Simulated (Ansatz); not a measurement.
Au: geometry relaxation

Au (Fm-3m, 1 atom in the cell), computed with DFT, RPBE, plane waves, PAW, no spin polarisation (Ansatz 0.2.0).

The structure was built on a prototype by a generator; it need not be a known phase. Figures and captions count atoms from 1; the log counts them from 0 in places.

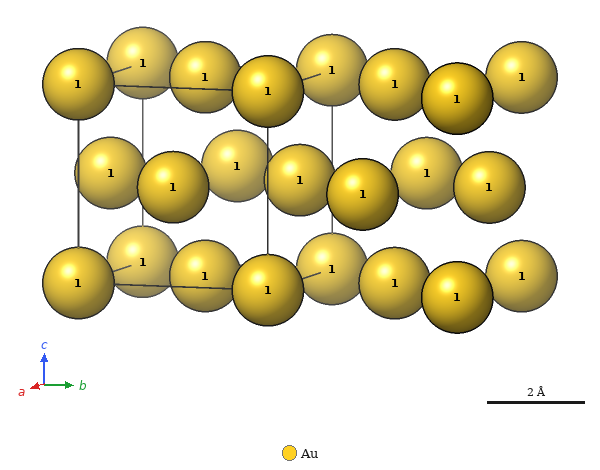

**Figure 1.** The structure as given in the input (spheres-only view of the cell 4 times as large as that of the calculation, set on its symmetry axes, repeated 1 × 2 × 1, seen slightly off an axis; atoms are numbered from 1 in the order of the input).

The input:
```yaml
crystal:
  lattice:
    - [0.0, 2.0782718017, 2.0782718017]
    - [2.0782718017, 0.0, 2.0782718017]
    - [2.0782718017, 2.0782718017, 0.0]
  atoms:
    - { symbol: Au, position: [0.0, 0.0, 0.0] }
kpoints:
  mp_grid: { grid: [18, 18, 18] }
scf:
  occupations: { method: fermi_dirac, width: 0.05 }
hamiltonian:
  xc: rpbe
  pseudopotentials: { kind: paw }
output:
  forces: true
  stress: true
relax:
  f_tol: 0.005
  max_steps: 40
  cell: {}
```

Run as:
```bash
ansatz run input.yaml --threads 2 --pin off --max-ram 4096MiB --backend cpu --events-out ev --progress --plain --runs-dir out
```

The program's output:
```
Engine: ansatz 0.2.0, x86_64-unknown-linux-gnu
Pseudopotentials: kind: paw
Pseudopotential: Au, paw, valence charge 19, recommended cutoff 420 eV (normal), Au.paw.azcp
Functional definition: RPBE
  parameter kappa = 0.804
  parameter beta = 0.06672455060314922
  exchange = rpbe_x(kappa = kappa, mu = beta*pi^2/3)
  correlation = pbe_c(beta = beta)
Crystal: 1 atoms, lattice volume = 17.953 Å³
Basis set: ecut = 420 eV, 339 PW (Γ), exchange–correlation on 40×40×40 points (8 copies of the dense FFT grid, shifted against one another)
Bands: 14, of which v1, the nominal top of the filled ones, is band 10 counted from 1 (9 counted from 0)
Symmetry: 48 space group operations
Space group: Fm-3m (ITA 225), of the structure as read, at distance tolerance 2.6e-5 Å
k-points: 195 of 5832
Non-local potential: Au, projectors of the file, l = 0: 3, l = 1: 2, l = 2: 2, l = 3: 1
PAW form: soft (Blöchl's): semilocal exchange-correlation on the pseudo side does not see the compensation charge
PAW frozen core: Au, regenerated for the run's functional, and the local potential with it (the file was generated under x = pbe(κ = 0.804, μ = 0.2195149727645171), c = pbe(β = 0.06672455060314922))
PAW one-centre angular grid: Au, 590 points (default); XC on 64 Gauss nodes
Initial density: superposition of atomic densities (neutral atoms: chi_scale 0, normalization atom), corrected by the library's trained network
Initial wavefunctions: pseudopotential atomic-orbital guess
Functional: x = rpbe, c = pbe(β = 0.06672455060314922)
SCF iter   1: F=—  HF=-13163.475649 eV  |F-HF|=—  |Δ(HF+E_count)|=         —  Δρ=4.01e-3  dr2=2.63e-3  ethr=1.77e-3  ⟨swp⟩=4.8  Hψ=13952  notcnv=0
preconditioner: auto → none  [metal: Δε(μ)=0.048 eV  Ē_g=15.563 eV  σ=0.050 eV  W_gap=0.23  n_scr=8 (ndim 8)  ℏωp=29.1 eV  f_vac=0.000  D(μ)=0.25/eV (n_scr^D=0)  sad-step TF]
SCF iter   2: F=—  HF=-13163.475429 eV  |F-HF|=—  |Δ(HF+E_count)|=   2.21e-4  Δρ=1.72e-3  dr2=4.31e-4  ethr=1.38e-5  ⟨swp⟩=1.4  Hψ=4528  notcnv=0
SCF iter   3: F=—  HF=-13163.475422 eV  |F-HF|=—  |Δ(HF+E_count)|=   6.11e-6  Δρ=2.99e-4  dr2=4.78e-6  ethr=2.27e-6  ⟨swp⟩=2.0  Hψ=3738  notcnv=0
SCF iter   4: F=—  HF=-13163.475431 eV  |F-HF|=—  |Δ(HF+E_count)|=   8.75e-6  Δρ=3.27e-5  dr2=7.67e-8  ethr=2.52e-8  ⟨swp⟩=2.1  Hψ=4255  notcnv=0
iter 5 did not close the SCF: its close was put off for the readings that it lacked (scf_convergence_deferred on its scf_iter line)
SCF iter   5: F=-13163.475431 eV  HF=-13163.475431 eV  |F-HF|=7.91e-10  |Δ(HF+E_count)|=   1.58e-7  Δρ=2.57e-6  dr2=3.97e-10  ethr=4.04e-10  ⟨swp⟩=2.0  Hψ=4542  notcnv=0
SCF iter   6: F=-13163.475431 eV  HF=-13163.475431 eV  |F-HF|=9.09e-12  |Δ(HF+E_count)|=  9.55e-10  Δρ=3.80e-7  dr2=2.34e-11  ethr=2.09e-12  ⟨swp⟩=1.0  Hψ=7277  notcnv=0
SCF 1 converged in 6 iterations: F = -13163.475431 eV  dr2 = 2.34e-11
  greatest PAW one-centre occupation: 1.000 electrons in one spin orbital (limit 2), on the Au atom at site 0 (counted from 0), in its partial waves of l = 0
relax step   1: F+E_penalty+E_count = -13163.47543135 eV  Δ(F+E_penalty+E_count) = +0.000e0 eV  max|allowed force component| = 0.000e0 eV/Å  Δτ_max = 0.0000 Å  P = +3.989 GPa  Ω = 17.953 Å³  (6 SCF iters, dr2 threshold 1.00e-7 eV, accepted)
Crystal: 1 atoms, lattice volume = 19.358 Å³
Initial density: handed on by an earlier stage of this run
Initial wavefunctions: those handed on with the density
iter 1 solved again at ethr=3.14e-5 eV; its pass at ethr=3.10e-3 eV (dr2=5.97e-3 eV) is discarded
SCF iter   1: F=—  HF=-13163.469394 eV  |F-HF|=—  |Δ(HF+E_count)|=         —  Δρ=5.20e-3  dr2=6.20e-3  ethr=3.14e-5  ⟨swp⟩=1.0  Hψ=19928  notcnv=0
preconditioner: auto → none  [metal: Δε(μ)=0.076 eV  Ē_g=14.836 eV  σ=0.050 eV  W_gap=0.36  n_scr=8 (ndim 8)  ℏωp=28.0 eV  f_vac=0.000  D(μ)=0.29/eV (n_scr^D=0)]
SCF iter   2: F=—  HF=-13163.467973 eV  |F-HF|=—  |Δ(HF+E_count)|=   1.42e-3  Δρ=2.41e-3  dr2=5.44e-4  ethr=3.14e-5  ⟨swp⟩=2.0  Hψ=4291  notcnv=0
SCF iter   3: F=—  HF=-13163.467821 eV  |F-HF|=—  |Δ(HF+E_count)|=   1.52e-4  Δρ=9.18e-4  dr2=8.62e-5  ethr=2.86e-6  ⟨swp⟩=2.6  Hψ=4433  notcnv=0
SCF iter   4: F=—  HF=-13163.467832 eV  |F-HF|=—  |Δ(HF+E_count)|=   1.05e-5  Δρ=1.67e-4  dr2=2.35e-6  ethr=4.54e-7  ⟨swp⟩=2.0  Hψ=4593  notcnv=0
SCF iter   5: F=-13163.467833 eV  HF=-13163.467833 eV  |F-HF|=4.36e-9  |Δ(HF+E_count)|=   1.02e-6  Δρ=1.10e-5  dr2=1.31e-8  ethr=5.26e-10  ⟨swp⟩=2.3  Hψ=10118  notcnv=0
SCF 2 converged in 5 iterations: F = -13163.467833 eV  dr2 = 1.31e-8
relax step   2: F+E_penalty+E_count = -13163.46783268 eV  Δ(F+E_penalty+E_count) = +7.599e-3 eV  max|allowed force component| = 0.000e0 eV/Å  Δτ_max = 0.0000 Å  P = -4.799 GPa  Ω = 19.358 Å³  energy of the carried Pulay correction = -4.440e-4 eV  (5 SCF iters, dr2 threshold 1.00e-7 eV, rejected (line search))
Crystal: 1 atoms, lattice volume = 18.565 Å³
iter 1 solved again at ethr=1.21e-5 eV; its pass at ethr=3.10e-3 eV (dr2=2.29e-3 eV) is discarded
SCF iter   1: F=—  HF=-13163.482153 eV  |F-HF|=—  |Δ(HF+E_count)|=         —  Δρ=2.93e-3  dr2=1.84e-3  ethr=1.21e-5  ⟨swp⟩=1.0  Hψ=18944  notcnv=0
preconditioner: auto → none  [metal: Δε(μ)=0.063 eV  Ē_g=15.182 eV  σ=0.050 eV  W_gap=0.30  n_scr=8 (ndim 8)  ℏωp=28.6 eV  f_vac=0.000  D(μ)=0.25/eV (n_scr^D=0)]
SCF iter   2: F=—  HF=-13163.481710 eV  |F-HF|=—  |Δ(HF+E_count)|=   4.43e-4  Δρ=1.28e-3  dr2=1.41e-4  ethr=9.70e-6  ⟨swp⟩=2.0  Hψ=3706  notcnv=0
SCF iter   3: F=—  HF=-13163.481666 eV  |F-HF|=—  |Δ(HF+E_count)|=   4.32e-5  Δρ=4.94e-4  dr2=2.28e-5  ethr=7.41e-7  ⟨swp⟩=2.7  Hψ=4455  notcnv=0
SCF iter   4: F=—  HF=-13163.481665 eV  |F-HF|=—  |Δ(HF+E_count)|=   1.26e-6  Δρ=8.67e-5  dr2=5.88e-7  ethr=1.20e-7  ⟨swp⟩=2.0  Hψ=4533  notcnv=0
SCF iter   5: F=—  HF=-13163.481665 eV  |F-HF|=—  |Δ(HF+E_count)|=   4.65e-7  Δρ=6.20e-6  dr2=3.14e-9  ethr=3.10e-9  ⟨swp⟩=2.3  Hψ=4649  notcnv=0
SCF iter   6: F=—  HF=-13163.481665 eV  |F-HF|=—  |Δ(HF+E_count)|=   1.30e-9  Δρ=5.08e-7  dr2=1.23e-11  ethr=1.65e-11  ⟨swp⟩=2.5  Hψ=4679  notcnv=0
SCF iter   7: F=-13163.481665 eV  HF=-13163.481665 eV  |F-HF|=3.64e-12  |Δ(HF+E_count)|=  2.00e-11  Δρ=2.44e-8  dr2=8.16e-14  ethr=1.00e-12  ⟨swp⟩=5.0  Hψ=9978  notcnv=0
SCF 3 converged in 7 iterations: F = -13163.481665 eV  dr2 = 8.16e-14
relax step   3: F+E_penalty+E_count = -13163.48166475 eV  Δ(F+E_penalty+E_count) = -6.233e-3 eV  max|allowed force component| = 0.000e0 eV/Å  Δτ_max = 0.0000 Å  P = -0.447 GPa  Ω = 18.565 Å³  energy of the carried Pulay correction = -1.974e-4 eV  (7 SCF iters, accepted)
Crystal: 1 atoms, lattice volume = 18.501 Å³
iter 1 solved again at ethr=3.69e-8 eV; its pass at ethr=3.10e-3 eV (dr2=7.00e-6 eV) is discarded
SCF iter   1: F=—  HF=-13163.481783 eV  |F-HF|=—  |Δ(HF+E_count)|=         —  Δρ=2.32e-4  dr2=1.14e-5  ethr=3.69e-8  ⟨swp⟩=2.1  Hψ=18117  notcnv=0
preconditioner: auto → none  [metal: Δε(μ)=0.064 eV  Ē_g=15.235 eV  σ=0.050 eV  W_gap=0.31  n_scr=8 (ndim 8)  ℏωp=28.6 eV  f_vac=0.000  D(μ)=0.25/eV (n_scr^D=0)]
SCF iter   2: F=—  HF=-13163.481781 eV  |F-HF|=—  |Δ(HF+E_count)|=   2.74e-6  Δρ=1.03e-4  dr2=8.99e-7  ethr=3.69e-8  ⟨swp⟩=2.1  Hψ=3843  notcnv=0
SCF iter   3: F=—  HF=-13163.481780 eV  |F-HF|=—  |Δ(HF+E_count)|=   2.38e-7  Δρ=4.03e-5  dr2=1.52e-7  ethr=5.26e-10  ⟨swp⟩=4.0  Hψ=8301  notcnv=0
SCF iter   4: F=-13163.481780 eV  HF=-13163.481780 eV  |F-HF|=1.31e-9  |Δ(HF+E_count)|=   3.61e-9  Δρ=7.91e-6  dr2=4.98e-9  ethr=5.26e-10  ⟨swp⟩=3.0  Hψ=7240  notcnv=0
SCF 4 converged in 4 iterations: F = -13163.481780 eV  dr2 = 4.98e-9
relax step   4: F+E_penalty+E_count = -13163.48178039 eV  Δ(F+E_penalty+E_count) = -1.156e-4 eV  max|allowed force component| = 0.000e0 eV/Å  Δτ_max = 0.0000 Å  P = -0.034 GPa  Ω = 18.501 Å³  energy of the carried Pulay correction = -1.773e-4 eV  (4 SCF iters, dr2 threshold 1.00e-7 eV, accepted)
Initial wavefunctions: pseudopotential atomic-orbital guess (no wavefunctions were taken with the density)
iter 1 solved again at ethr=4.54e-9 eV; its pass at ethr=3.10e-3 eV (dr2=8.63e-7 eV) is discarded
SCF iter   1: F=—  HF=-13163.481773 eV  |F-HF|=—  |Δ(HF+E_count)|=         —  Δρ=4.54e-4  dr2=9.21e-7  ethr=4.54e-9  ⟨swp⟩=3.4  Hψ=21978  notcnv=0
preconditioner: auto → none  [metal: Δε(μ)=0.065 eV  Ē_g=15.236 eV  σ=0.050 eV  W_gap=0.31  n_scr=8 (ndim 8)  ℏωp=28.6 eV  f_vac=0.000  D(μ)=0.25/eV (n_scr^D=0)]
SCF iter   2: F=—  HF=-13163.481907 eV  |F-HF|=—  |Δ(HF+E_count)|=   1.34e-4  Δρ=2.27e-4  dr2=2.23e-7  ethr=4.54e-9  ⟨swp⟩=1.0  Hψ=2730  notcnv=0
SCF iter   3: F=—  HF=-13163.481951 eV  |F-HF|=—  |Δ(HF+E_count)|=   4.45e-5  Δρ=9.92e-6  dr2=1.08e-8  ethr=1.17e-9  ⟨swp⟩=1.7  Hψ=3116  notcnv=0
SCF iter   4: F=—  HF=-13163.481951 eV  |F-HF|=—  |Δ(HF+E_count)|=   3.46e-8  Δρ=2.35e-6  dr2=2.86e-10  ethr=5.66e-11  ⟨swp⟩=2.4  Hψ=4147  notcnv=0
SCF iter   5: F=-13163.481951 eV  HF=-13163.481951 eV  |F-HF|=1.09e-11  |Δ(HF+E_count)|=   2.08e-9  Δρ=2.90e-7  dr2=7.87e-12  ethr=1.00e-12  ⟨swp⟩=3.9  Hψ=11867  notcnv=0
SCF 5 converged in 5 iterations: F = -13163.481951 eV  dr2 = 7.87e-12
relax step   5: F+E_penalty+E_count = -13163.48195121 eV  Δ(F+E_penalty+E_count) = -1.708e-4 eV  max|allowed force component| = 0.000e0 eV/Å  Δτ_max = 0.0000 Å  P = -0.039 GPa  Ω = 18.501 Å³  stress off target by 3.92e-2 GPa  SCF on the basis re-selected at this cell (its energy is not comparable with the rows above)  (5 SCF iters)
```

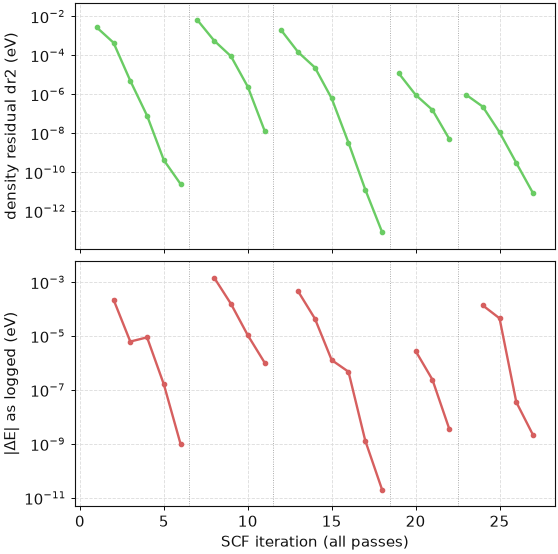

**Figure 2.** Convergence of the self-consistent field: density residual dr2 and size of the energy change against the SCF iteration. The dotted lines part the SCF passes of the relaxation: geometry steps, rejected trials and re-solves on a re-selected basis. The 5 passes take 4 to 7 iterations each, 27 in all.

```
basis re-selected at this cell: Δ(F+E_penalty+E_count) = -1.708e-4 eV, ΔP = -0.005 GPa vs the last step (what re-selecting the basis moved, of the pressure what is left beyond the Pulay correction that the steps carried, after the strain that the cell walked since its last selection, with what the two solves' SCF thresholds leave and, on support functions, any second-order correction that the steps lacked; it is no measure of the basis error at this ecutwfc). This SCF's stress stands 3.92e-2 GPa from its target on what of the cell is left free (relax.cell.stress_tol is 5.00e-2 GPa) and its largest allowed force component is 0.00e0 eV/Å (relax.f_tol is 5.00e-3 eV/Å): within both
SCF converged after 5 iterations
Free energy (F): -13163.481951 eV
Harris-Foulkes:  -13163.481951 eV  (|F-HF|=1.09e-11)
Internal energy: -13163.479841 eV  (E = F + TS)
E sigma→0 (E₀):  -13163.480896 eV
Entropy (-TS):   -0.002110 eV (-2.110 meV/atom)
Fermi energy:    18.528090 eV
--- Per-component energies (eV) ---
  E_band       = -239.660502
  E_kinetic    = 603.854600
  E_local      = -1826.423513  (includes V_loc(G=0)·N_el)
  E_nonlocal   = 73.859246
  E_hartree    = 772.240200
  E_xc         = -227.687101
  E_vxc        = -274.336238  (∫ρ·V_xc dr)
  E_paw        = -9720.914573  (= ΣΔE_a)
  E_vpaw       = -361.096532  (= ΣTr[D̂ρ^β])
  E_aug_tail   = 0.001434  (compensation charges beyond the density's cutoff)
  E_ewald      = -2838.362928
  E_core_change = -0.047204  (= ΣΔE_core)
  E_smearing   = -0.002110  (= −TS)
  E_closure    = 0.000000  (closes the sum)
  Σ components = -13163.481951   (vs F -13163.481951, Δ=0.00e0)
--- Forces (eV/Å), atoms counted from 1 ---
  atom   1  Au    -0.00000000     0.00000000    -0.00000000
  max |Σ_I F_I| component: 3.08e-32 eV/Å
--- Stress (GPa, compression-positive) ---
       -0.039188      -0.000000      -0.000000
       -0.000000      -0.039188      -0.000000
       -0.000000      -0.000000      -0.039188
  P = ⅓ Tr σ = -0.0392 GPa (-0.392 kbar)
--- Relaxed structure (4 steps of the walk, 3 accepted, 1 SCFs on fresh bases) ---
  F+E_penalty+E_count = -13163.48195121 eV   max|allowed force component| = 0.000e0 eV/Å   (the final SCF, on the basis selected at the relaxed cell)
  cell:  # Å, volume = 18.5013 Å³
    - [-2.2610713395974184e-34, 2.0992171217373556, 2.0992171217373556]
    - [2.0992171217373556, 5.254602408923578e-35, 2.0992171217373556]
    - [2.0992171217373556, 2.0992171217373556, -4.315143190358454e-34]
  atoms:
    - { symbol: Au, position: [0.0, 0.0, 0.0] }
```

Trajectory as extended XYZ (Å, eV, eV/Å), 5 frames, from step=1 to step=5:
```
1
Lattice="0.0000 2.0783 2.0783 2.0783 0.0000 2.0783 2.0783 2.0783 0.0000" Properties=species:S:1:pos:R:3:forces:R:3 step=1 energy=-13163.47543 pressure_GPa=3.99
Au    0.0000    0.0000    0.0000    0.0000   0.0000   0.0000
1
Lattice="0.0000 2.1311 2.1311 2.1311 0.0000 2.1311 2.1311 2.1311 0.0000" Properties=species:S:1:pos:R:3:forces:R:3 step=2 energy=-13163.46783 pressure_GPa=-4.80 accepted=F
Au    0.0000    0.0000    0.0000    0.0000   0.0000   0.0000
1
Lattice="0.0000 2.1016 2.1016 2.1016 0.0000 2.1016 2.1016 2.1016 0.0000" Properties=species:S:1:pos:R:3:forces:R:3 step=3 energy=-13163.48166 pressure_GPa=-0.45
Au    0.0000    0.0000    0.0000    0.0000   0.0000   0.0000
1
Lattice="0.0000 2.0992 2.0992 2.0992 0.0000 2.0992 2.0992 2.0992 0.0000" Properties=species:S:1:pos:R:3:forces:R:3 step=4 energy=-13163.48178 pressure_GPa=-0.03
Au    0.0000    0.0000    0.0000    0.0000   0.0000   0.0000
1
Lattice="0.0000 2.0992 2.0992 2.0992 0.0000 2.0992 2.0992 2.0992 0.0000" Properties=species:S:1:pos:R:3:forces:R:3 step=5 energy=-13163.48195 pressure_GPa=-0.04
Au    0.0000    0.0000    0.0000    0.0000   0.0000   0.0000
```

Results in brief:

```tsv
quantity	value
outcome	converged
space group (tolerance 0.01 Å)	Fm-3m (225)
electrons treated	19
free energy	−13163.4820 eV
Fermi energy	18.528 eV
pressure	−0.04 GPa
final volume	18.50 Å³
largest force (length of the vector) at the end	under 0.001 eV/Å
final cell	a = 2.969 Å, b = 2.969 Å, c = 2.969 Å, α = 60.00°, β = 60.00°, γ = 60.00°
hardware	2 threads of Intel Xeon (Granite Rapids), 32 GiB of memory available, shared host
wall time	3 s (CPU time 5.5 s)
peak memory	0.37 GiB
```

Remarks:

Settings chosen away from the usual ones: hamiltonian.xc = "rpbe". Spin–orbit coupling is left out, which matters for Au.
